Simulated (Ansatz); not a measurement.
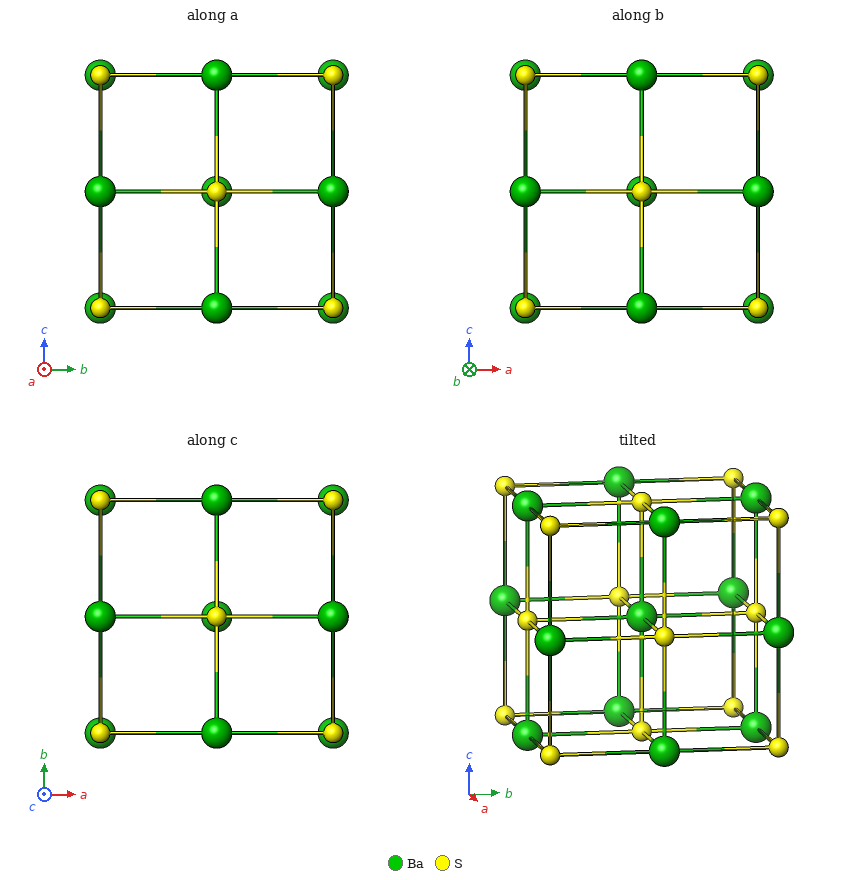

Drawn in the ball-and-stick manner and seen along the a axis, along the b axis, along the c axis and slightly off an axis. The edges of the conventional unit cell are marked.

Lattice parameters: a = 6.3875 Å, b = 6.3875 Å, c = 6.3875 Å, α = 90.000°, β = 90.000°, γ = 90.000°.

Q: Convert the drawing into a CIF in P1 with every atom of the cell.

A:
```cif
data_structure
_symmetry_space_group_name_H-M 'P 1'
_symmetry_Int_Tables_number 1
_cell_length_a 6.3875
_cell_length_b 6.3875
_cell_length_c 6.3875
_cell_angle_alpha 90.000
_cell_angle_beta 90.000
_cell_angle_gamma 90.000
_cell_volume 260.61
loop_
_atom_site_label
_atom_site_type_symbol
_atom_site_fract_x
_atom_site_fract_y
_atom_site_fract_z
_atom_site_occupancy
Ba1 Ba 0.5000 0.0000 0.0000 1
S1 S 0.0000 0.0000 0.0000 1
Ba2 Ba 0.5000 0.5000 0.5000 1
S2 S 0.0000 0.5000 0.5000 1
Ba3 Ba 0.0000 0.0000 0.5000 1
S3 S 0.5000 0.0000 0.5000 1
Ba4 Ba 0.0000 0.5000 0.0000 1
S4 S 0.5000 0.5000 0.0000 1
```

Origin of the cell: a structure type known for this compound. Earlier steps of the study may have refined or changed the cell and positions. An electronic-structure calculation with Ansatz was run on it.
